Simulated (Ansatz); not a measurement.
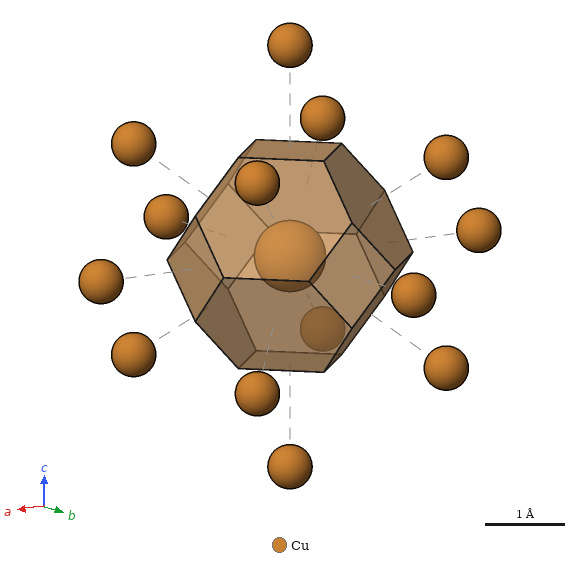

The polyhedron is the computed Voronoi (Dirichlet) cell of the central atom: each face lies in the plane that bisects the line to a neighbour. Central atom: Cu (2a) in Cu; faces take the colour of the neighbour behind them. The structure is the input geometry of an electronic-structure calculation and need not be at equilibrium.

Cu, space group I4/mmm (No. 139), a = 2.886 Å, b = 2.886 Å, c = 2.752 Å, α = 90.00°, β = 90.00°, γ = 90.00°

```
site  Wyckoff       x       y       z
  Cu       2a  0.0000  0.0000  0.0000
```

Question: How many faces does the cell have, and of which kinds?

Answer: 14 faces, index ⟨0,6,0,8⟩: topologically a truncated octahedron, as in the body-centred cubic structure.

Question: What is the volume of this Voronoi cell?

Answer: 11.5 Å³, equal to the mean volume per atom.
